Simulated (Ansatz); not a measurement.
# Si$_{16}$H (charge +1): nudged elastic band (part 1 of 2)

- system: Si$_{16}$H (defect cell, 17 atoms in the cell, total charge +1)
- method: DFT PBE, scalar-relativistic, plane waves, PAW, no spin polarisation (Ansatz 0.2.0)

One setting was made poor on purpose. It belongs to a series of runs on one base structure; here: band between the two ends. Figures and captions count atoms from 1; the log counts them from 0 in places.

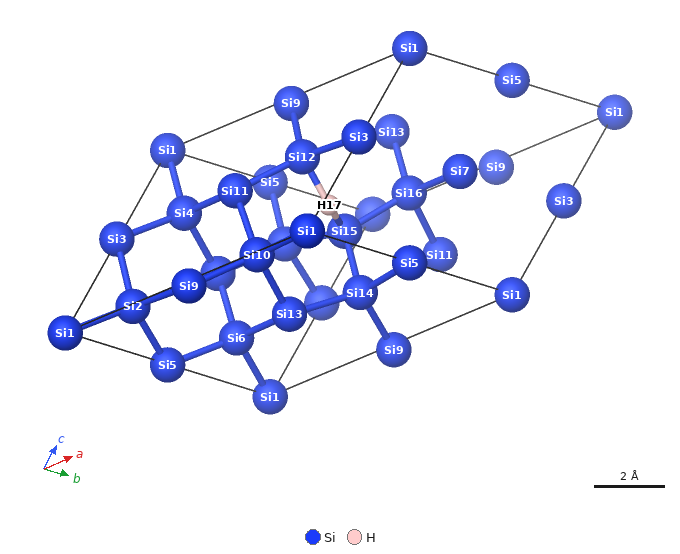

The starting structure (ball-and-stick view of the cell of the calculation, seen at an oblique angle; atoms are numbered from 1 in the order of the input).

### Input file
```yaml
crystal:
  lattice:
    - [0.0, 5.43, 5.43]
    - [5.43, 0.0, 5.43]
    - [5.43, 5.43, 0.0]
  atoms:
    - { symbol: Si, position: [0.00641427, -0.00476347, -0.00926752] }
    - { symbol: Si, position: [0.12255399, 0.12532132, 0.11688871] }
    - { symbol: Si, position: [0.02244869, -0.02169187, 0.49035658] }
    - { symbol: Si, position: [0.13191163, 0.11400354, 0.618301] }
    - { symbol: Si, position: [0.00123976, 0.49882489, -0.00527795] }
    - { symbol: Si, position: [0.13093113, 0.6228325, 0.11348173] }
    - { symbol: Si, position: [0.01160242, 0.4868323, 0.48559825] }
    - { symbol: Si, position: [0.13101592, 0.60395574, 0.62178623] }
    - { symbol: Si, position: [0.4950661, 0.02414315, -0.01462224] }
    - { symbol: Si, position: [0.63410822, 0.1280582, 0.11494486] }
    - { symbol: Si, position: [0.5050637, -0.01344357, 0.48832729] }
    - { symbol: Si, position: [0.65156775, 0.07445795, 0.62311252] }
    - { symbol: Si, position: [0.5033874, 0.50139706, -0.00706622] }
    - { symbol: Si, position: [0.62779759, 0.64938092, 0.09383957] }
    - { symbol: Si, position: [0.49509063, 0.54345371, 0.46687663] }
    - { symbol: Si, position: [0.6387044, 0.61241481, 0.61984839] }
    - { symbol: H, position: [0.63608337, 0.309067, 0.44914907] }
total_charge: 1
basis:
  ecutwfc: 420.0
kpoints:
  mp_grid: { grid: [2, 2, 2] }
hamiltonian:
  xc: pbe
scf:
  occupations: { method: gaussian, width: 0.05 }
  lower_state_search: "off"
  max_iter: 52
neb:
  images: 3
  f_tol: 0.05
  max_iterations: 9
  order_check: false
  final_atoms:
    - { symbol: Si, position: [0.00816805, -0.0153938, -0.00327442] }
    - { symbol: Si, position: [0.14017884, 0.10427431, 0.11814187] }
    - { symbol: Si, position: [0.00804023, -0.00300891, 0.4912581] }
    - { symbol: Si, position: [0.1407007, 0.10625295, 0.62349156] }
    - { symbol: Si, position: [0.00232169, 0.4768688, -0.00691262] }
    - { symbol: Si, position: [0.13421922, 0.61129111, 0.10151925] }
    - { symbol: Si, position: [0.00189089, 0.47378445, 0.47400832] }
    - { symbol: Si, position: [0.15834752, 0.62961689, 0.63007263] }
    - { symbol: Si, position: [0.51230269, -0.01091009, -0.00390958] }
    - { symbol: Si, position: [0.63569549, 0.11463269, 0.11959606] }
    - { symbol: Si, position: [0.51377213, -0.00052281, 0.49173517] }
    - { symbol: Si, position: [0.63497892, 0.11917227, 0.62377761] }
    - { symbol: Si, position: [0.50779943, 0.48712434, 0.00223145] }
    - { symbol: Si, position: [0.62970049, 0.61670784, 0.12438604] }
    - { symbol: Si, position: [0.53063319, 0.49220129, 0.49778299] }
    - { symbol: Si, position: [0.63879926, 0.6269128, 0.62949283] }
    - { symbol: H, position: [0.16499205, 0.55174823, 0.46707473] }
```

Launched with:
```bash
ansatz run input.yaml --threads 1 --pin off --max-ram 3072MiB --backend cpu --events-out ev --progress --plain --runs-dir out
```

### Log
```
Warning: neb: disabling space-group detection — the band's intermediate images generally break the endpoint symmetry, so no spatial operation reduces the k-mesh or symmetrises the density, except that a semilocal band can use its path's symmetry ahead of convergence; time reversal is kept, so that k and −k are solved as one point where they differ and the mesh holds both, and exact exchange and, on two spinor components, a DFT+U term hold to it where the run has them: on two components no moment then forms, and a state that bears one, which a typed moment (crystal.atoms[].spin; refused beside efield: under a hybrid functional) reaches, can lie lower, under hf by electronvolts; crystal.symmetry.detect: false (a key that needs symmetry detection or time reversal refuses this as the deck is read) with time_reversal: false beside it drops time reversal too
Engine: ansatz 0.2.0, aarch64-unknown-linux-gnu
Pseudopotentials: kind: paw
Pseudopotential: Si, paw, valence charge 4, recommended cutoff 420 eV (normal), Si.paw.azcp
Pseudopotential: H, paw, valence charge 1, recommended cutoff 420 eV (normal), H.paw.azcp
Functional definition: PBE
  parameter kappa = 0.804
  parameter beta = 0.06672455060314922
  exchange = pbe_x(kappa = kappa, mu = beta*pi^2/3)
  correlation = pbe_c(beta = beta)
NEB image 0
Crystal: 17 atoms, lattice volume = 320.206 Å³
Basis set: ecut = 420 eV, 6231 PW (Γ), exchange–correlation on 108×108×108 points (8 copies of the dense FFT grid, shifted against one another)
Bands: 49, of which v1, the nominal top of the filled ones, is band 32 counted from 1 (31 counted from 0)
Symmetry: 1 space group operations
k-points: 8
Non-local potential: Si, projectors of the file, l = 0: 2, l = 1: 2, l = 2: 2
Non-local potential: H, projectors of the file, l = 0: 2, l = 1: 1
PAW form: soft (Blöchl's): semilocal exchange-correlation on the pseudo side does not see the compensation charge
PAW one-centre angular grid: Si, 110 points (default); XC on 64 Gauss nodes
PAW one-centre angular grid: H, 110 points (default); XC on 64 Gauss nodes
Initial density: superposition of atomic densities (neutral atoms scaled as one to the charged cell's electrons: chi_scale 0, normalization atom), corrected by the library's trained network
Initial wavefunctions: pseudopotential atomic-orbital guess
Functional: x = pbe(κ = 0.804, μ = 0.2195149727645171), c = pbe(β = 0.06672455060314922)
SCF iter   1: F=—  HF=-10192.699775 eV  |F-HF|=—  |Δ(HF+E_count)|=         —  Δρ=4.85e-3  dr2=1.93e-1  ethr=1.77e-3  ⟨swp⟩=9.9  Hψ=2342  notcnv=0  defer=11
preconditioner: auto → Resta (q_TF=auto, 2.086 Å⁻¹)  ε∞=5.2  [insulator: Δε(μ)=0.331 eV  Ē_g=8.067 eV  σ=0.050 eV  W_gap=1.00  n_scr=58 (ndim 8)  ℏωp=16.6 eV  f_vac=0.000  D(μ)=0.00/eV (n_scr^D=0)  ε∞_Penn≈5.2]
SCF iter   2: F=—  HF=-10192.657921 eV  |F-HF|=—  |Δ(HF+E_count)|=   4.19e-2  Δρ=2.82e-3  dr2=6.12e-2  ethr=3.01e-4  ⟨swp⟩=1.4  Hψ=464  notcnv=0  defer=54
SCF iter   3: F=—  HF=-10192.642276 eV  |F-HF|=—  |Δ(HF+E_count)|=   1.56e-2  Δρ=4.89e-4  dr2=8.74e-4  ethr=9.57e-5  ⟨swp⟩=2.5  Hψ=566  notcnv=0  defer=61
SCF iter   4: F=—  HF=-10192.643055 eV  |F-HF|=—  |Δ(HF+E_count)|=   7.79e-4  Δρ=1.31e-4  dr2=9.50e-5  ethr=1.37e-6  ⟨swp⟩=2.0  Hψ=542  notcnv=0  defer=61
SCF iter   5: F=—  HF=-10192.643114 eV  |F-HF|=—  |Δ(HF+E_count)|=   5.85e-5  Δρ=2.41e-5  dr2=2.55e-6  ethr=1.48e-7  ⟨swp⟩=2.0  Hψ=603  notcnv=0  defer=67
SCF iter   6: F=—  HF=-10192.643117 eV  |F-HF|=—  |Δ(HF+E_count)|=   3.86e-6  Δρ=6.25e-6  dr2=2.30e-7  ethr=3.98e-9  ⟨swp⟩=2.0  Hψ=588  notcnv=0  defer=67
SCF iter   7: F=-10192.643118 eV  HF=-10192.643118 eV  |F-HF|=5.95e-9  |Δ(HF+E_count)|=   1.51e-7  Δρ=1.51e-6  dr2=1.54e-8  ethr=1.56e-10  ⟨swp⟩=4.0  Hψ=1192  notcnv=0
SCF 1 converged in 7 iterations: F = -10192.643118 eV  dr2 = 1.54e-8
  greatest PAW one-centre occupation: 0.641 electrons in one spin orbital (limit 2), on the Si atom at site 14 (counted from 0), in its partial waves of l = 0
NSCF: frozen V_eff on 8 k-points
NEB image 4
SCF iter   1: F=—  HF=-10192.700257 eV  |F-HF|=—  |Δ(HF+E_count)|=         —  Δρ=4.84e-3  dr2=1.93e-1  ethr=1.77e-3  ⟨swp⟩=9.6  Hψ=2340  notcnv=0  defer=8
preconditioner: auto → Resta (q_TF=auto, 2.086 Å⁻¹)  ε∞=5.2  [insulator: Δε(μ)=0.335 eV  Ē_g=8.066 eV  σ=0.050 eV  W_gap=1.00  n_scr=58 (ndim 8)  ℏωp=16.6 eV  f_vac=0.000  D(μ)=0.00/eV (n_scr^D=0)  ε∞_Penn≈5.2]
SCF iter   2: F=—  HF=-10192.658221 eV  |F-HF|=—  |Δ(HF+E_count)|=   4.20e-2  Δρ=2.82e-3  dr2=6.15e-2  ethr=3.02e-4  ⟨swp⟩=1.2  Hψ=468  notcnv=0  defer=54
SCF iter   3: F=—  HF=-10192.642466 eV  |F-HF|=—  |Δ(HF+E_count)|=   1.58e-2  Δρ=4.89e-4  dr2=8.76e-4  ethr=9.60e-5  ⟨swp⟩=2.5  Hψ=563  notcnv=0  defer=59
SCF iter   4: F=—  HF=-10192.643244 eV  |F-HF|=—  |Δ(HF+E_count)|=   7.77e-4  Δρ=1.32e-4  dr2=9.47e-5  ethr=1.37e-6  ⟨swp⟩=2.0  Hψ=536  notcnv=0  defer=59
SCF iter   5: F=—  HF=-10192.643330 eV  |F-HF|=—  |Δ(HF+E_count)|=   8.69e-5  Δρ=2.42e-5  dr2=2.65e-6  ethr=1.48e-7  ⟨swp⟩=2.0  Hψ=594  notcnv=0  defer=64
SCF iter   6: F=—  HF=-10192.643334 eV  |F-HF|=—  |Δ(HF+E_count)|=   3.76e-6  Δρ=6.33e-6  dr2=2.21e-7  ethr=4.14e-9  ⟨swp⟩=2.0  Hψ=597  notcnv=0  defer=64
SCF iter   7: F=-10192.643334 eV  HF=-10192.643334 eV  |F-HF|=5.66e-9  |Δ(HF+E_count)|=   1.59e-7  Δρ=1.44e-6  dr2=1.47e-8  ethr=1.56e-10  ⟨swp⟩=4.0  Hψ=1192  notcnv=0
SCF 2 converged in 7 iterations: F = -10192.643334 eV  dr2 = 1.47e-8
  greatest PAW one-centre occupation: 0.641 electrons in one spin orbital (limit 2), on the Si atom at site 7 (counted from 0), in its partial waves of l = 0
NSCF: frozen V_eff on 8 k-points
NEB end point (image 0): max|allowed force component| = 9.728e-3 eV/Å (the criterion of neb.relax_end_points is 1.000e-2)
NEB end point (image 4): max|allowed force component| = 1.534e-2 eV/Å (the criterion of neb.relax_end_points is 1.000e-2)
NEB image 1
SCF iter   1: F=—  HF=-10191.391295 eV  |F-HF|=—  |Δ(HF+E_count)|=         —  Δρ=5.22e-3  dr2=2.38e-1  ethr=1.77e-3  ⟨swp⟩=9.4  Hψ=2288  notcnv=0  defer=16
preconditioner: auto → Resta (q_TF=auto, 2.086 Å⁻¹)  ε∞=5.2  [insulator: Δε(μ)=0.354 eV  Ē_g=8.058 eV  σ=0.050 eV  W_gap=1.00  n_scr=58 (ndim 8)  ℏωp=16.6 eV  f_vac=0.000  D(μ)=0.00/eV (n_scr^D=0)  ε∞_Penn≈5.2]
SCF iter   2: F=—  HF=-10191.338800 eV  |F-HF|=—  |Δ(HF+E_count)|=   5.25e-2  Δρ=2.87e-3  dr2=6.50e-2  ethr=3.71e-4  ⟨swp⟩=2.1  Hψ=471  notcnv=0  defer=47
SCF iter   3: F=—  HF=-10191.322733 eV  |F-HF|=—  |Δ(HF+E_count)|=   1.61e-2  Δρ=5.24e-4  dr2=1.23e-3  ethr=1.02e-4  ⟨swp⟩=2.8  Hψ=623  notcnv=0  defer=62
SCF iter   4: F=—  HF=-10191.323433 eV  |F-HF|=—  |Δ(HF+E_count)|=   7.01e-4  Δρ=1.62e-4  dr2=1.74e-4  ethr=1.92e-6  ⟨swp⟩=2.0  Hψ=563  notcnv=0  defer=62
SCF iter   5: F=—  HF=-10191.323552 eV  |F-HF|=—  |Δ(HF+E_count)|=   1.19e-4  Δρ=3.85e-5  dr2=7.87e-6  ethr=2.72e-7  ⟨swp⟩=2.0  Hψ=580  notcnv=0  defer=62
SCF iter   6: F=—  HF=-10191.323540 eV  |F-HF|=—  |Δ(HF+E_count)|=   1.18e-5  Δρ=9.51e-6  dr2=4.64e-7  ethr=1.23e-8  ⟨swp⟩=2.0  Hψ=639  notcnv=0  defer=68
SCF iter   7: F=-10191.323540 eV  HF=-10191.323540 eV  |F-HF|=1.80e-8  |Δ(HF+E_count)|=   4.07e-7  Δρ=2.07e-6  dr2=2.11e-8  ethr=1.56e-10  ⟨swp⟩=4.5  Hψ=1209  notcnv=0
SCF 3 converged in 7 iterations: F = -10191.323540 eV  dr2 = 2.11e-8
[...]
  greatest PAW one-centre occupation: 0.653 electrons in one spin orbital (limit 2), on the Si atom at site 14 (counted from 0), in its partial waves of l = 0
NEB image 2
preconditioner: auto → Resta (q_TF=auto, 2.086 Å⁻¹)  ε∞=5.3  [insulator: Δε(μ)=0.207 eV  Ē_g=7.996 eV  σ=0.050 eV  W_gap=1.00  n_scr=58 (ndim 8)  ℏωp=16.6 eV  f_vac=0.000  D(μ)=0.08/eV (n_scr^D=0)  ε∞_Penn≈5.3]
  greatest PAW one-centre occupation: 0.637 electrons in one spin orbital (limit 2), on the Si atom at site 15 (counted from 0), in its partial waves of l = 0
NEB image 3
preconditioner: auto → Resta (q_TF=auto, 2.086 Å⁻¹)  ε∞=5.3  [insulator: Δε(μ)=0.245 eV  Ē_g=8.007 eV  σ=0.050 eV  W_gap=1.00  n_scr=58 (ndim 8)  ℏωp=16.6 eV  f_vac=0.000  D(μ)=0.01/eV (n_scr^D=0)  ε∞_Penn≈5.3]
  greatest PAW one-centre occupation: 0.639 electrons in one spin orbital (limit 2), on the Si atom at site 6 (counted from 0), in its partial waves of l = 0
NEB iter   1: max|band force component| = 5.385e0 eV/Å  barrier→ = 1.3196 eV  barrier← = 1.3198 eV  Δτ_max = 0.1985 Å  (37 SCF iters)
NEB image 1
Initial density: handed on by an earlier stage of this run
Initial wavefunctions: those handed on with the density
preconditioner: auto → Resta (q_TF=auto, 2.086 Å⁻¹)  ε∞=5.3  [insulator: Δε(μ)=0.306 eV  Ē_g=8.045 eV  σ=0.050 eV  W_gap=1.00  n_scr=58 (ndim 8)  ℏωp=16.6 eV  f_vac=0.000  D(μ)=0.00/eV (n_scr^D=0)  ε∞_Penn≈5.3]
  greatest PAW one-centre occupation: 0.644 electrons in one spin orbital (limit 2), on the Si atom at site 11 (counted from 0), in its partial waves of l = 0
NEB image 2
preconditioner: auto → Kerker (q_TF=auto, 2.086 Å⁻¹)  [metal: Δε(μ)=0.009 eV  Ē_g=7.993 eV  σ=0.050 eV  W_gap=0.10  n_scr=58 (ndim 8)  ℏωp=16.6 eV  f_vac=0.000  D(μ)=6.40/eV (n_scr^D=26)]
  greatest PAW one-centre occupation: 0.635 electrons in one spin orbital (limit 2), on the Si atom at site 15 (counted from 0), in its partial waves of l = 0
NEB image 3
preconditioner: auto → Resta (q_TF=auto, 2.086 Å⁻¹)  ε∞=5.3  [insulator: Δε(μ)=0.266 eV  Ē_g=7.998 eV  σ=0.050 eV  W_gap=0.60  n_scr=58 (ndim 8)  ℏωp=16.6 eV  f_vac=0.000  D(μ)=7.61/eV (n_scr^D=58)  ε∞_Penn≈5.3]
preconditioner: auto → Kerker (q_TF=auto, 2.086 Å⁻¹)  [metal: Δε(μ)=0.037 eV  Ē_g=7.998 eV  σ=0.050 eV  W_gap=0.39  n_scr=58 (ndim 8)  ℏωp=16.6 eV  f_vac=0.000  D(μ)=6.24/eV (n_scr^D=26)]
  greatest PAW one-centre occupation: 0.632 electrons in one spin orbital (limit 2), on the Si atom at site 6 (counted from 0), in its partial waves of l = 0
NEB iter   2: max|band force component| = 2.714e0 eV/Å  barrier→ = 0.6807 eV  barrier← = 0.6809 eV  Δτ_max = 0.2000 Å  (21 SCF iters)
[... from here on the SCF iterations and repeated set-up lines of each step are left out, up to the last step ...]
NEB image 1
NEB image 2
NEB image 3
NEB iter   3: max|band force component| = 8.408e-1 eV/Å  barrier→ = 0.5545 eV  barrier← = 0.5547 eV  Δτ_max = 0.1989 Å  (20 SCF iters)
NEB image 1
NEB image 2
NEB image 3
NEB iter   4: max|band force component| = 3.298e-1 eV/Å  barrier→ = 0.4553 eV  barrier← = 0.4555 eV  CI = image 2  Δτ_max = 0.1953 Å  (19 SCF iters)
NEB image 1
NEB image 2
NEB image 3
NEB iter   5: max|band force component| = 2.646e-1 eV/Å  barrier→ = 0.4209 eV  barrier← = 0.4211 eV  CI = image 2  Δτ_max = 0.0967 Å  (19 SCF iters)
NEB image 1
NEB image 2
NEB image 3
NEB iter   6: max|band force component| = 1.321e-1 eV/Å  barrier→ = 0.4068 eV  barrier← = 0.4070 eV  CI = image 2  Δτ_max = 0.1150 Å  (16 SCF iters)
NEB image 1
NEB image 2
NEB image 3
NEB iter   7: max|band force component| = 2.133e-1 eV/Å  barrier→ = 0.3994 eV  barrier← = 0.3996 eV  CI = image 2  Δτ_max = 0.0573 Å  (17 SCF iters)
NEB image 1
NEB image 2
NEB image 3
NEB iter   8: max|band force component| = 6.990e-2 eV/Å  barrier→ = 0.4010 eV  barrier← = 0.4012 eV  CI = image 2  Δτ_max = 0.0444 Å  (16 SCF iters)
NEB image 1
preconditioner: auto → Resta (q_TF=auto, 2.086 Å⁻¹)  ε∞=5.3  [insulator: Δε(μ)=0.179 eV  Ē_g=8.044 eV  σ=0.050 eV  W_gap=0.99  n_scr=58 (ndim 8)  ℏωp=16.6 eV  f_vac=0.000  D(μ)=0.27/eV (n_scr^D=0)  ε∞_Penn≈5.3]
NEB image 2
preconditioner: auto → Kerker (q_TF=auto, 2.086 Å⁻¹)  [metal: Δε(μ)=0.014 eV  Ē_g=7.999 eV  σ=0.050 eV  W_gap=0.16  n_scr=58 (ndim 8)  ℏωp=16.6 eV  f_vac=0.000  D(μ)=7.44/eV (n_scr^D=58)]
NEB image 3
preconditioner: auto → Resta (q_TF=auto, 2.086 Å⁻¹)  ε∞=5.3  [insulator: Δε(μ)=0.481 eV  Ē_g=7.999 eV  σ=0.050 eV  W_gap=1.00  n_scr=58 (ndim 8)  ℏωp=16.6 eV  f_vac=0.000  D(μ)=0.00/eV (n_scr^D=0)  ε∞_Penn≈5.3]
NEB image 1
NSCF: frozen V_eff on 8 k-points
NEB image 3
NSCF: frozen V_eff on 8 k-points
NEB image 2
NSCF: frozen V_eff on 8 k-points
the band table was solved once a step of the walk had ended and its energy, with any forces and stress, was formed, with the checks that follow a solve (2184 applications of the Hamiltonian). They found nothing against the state; the energy, forces and stress were not computed again (output.eigenvalues in the input reference)
NEB iter   9: max|band force component| = 3.791e-2 eV/Å  barrier→ = 0.4019 eV  barrier← = 0.4021 eV  CI = image 2  Δτ_max = 0.0000 Å  (16 SCF iters)
```

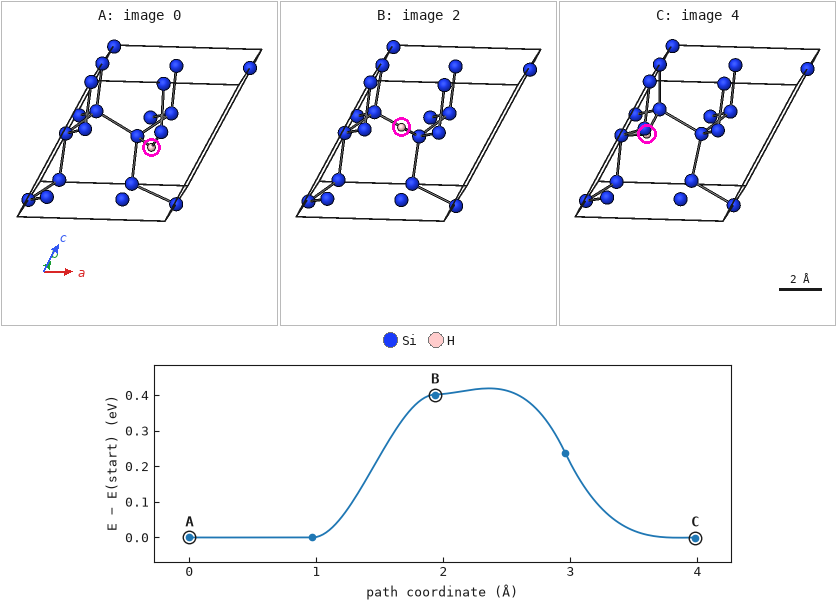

Images of the last band (counted from 0; ball-and-stick, reduced simulation cell, seen at an oblique angle), with the moving atom and its periodic copies ringed, above the energy along the path; the line is a cubic interpolation that uses the forces. The highest image is number 2, 0.402 eV above the start and 0.402 eV above the end (the climbing image); start and end have the same energy. The path is 3.98 Å long, and H17 moves most (3.10 Å). The band converged in 9 iterations.
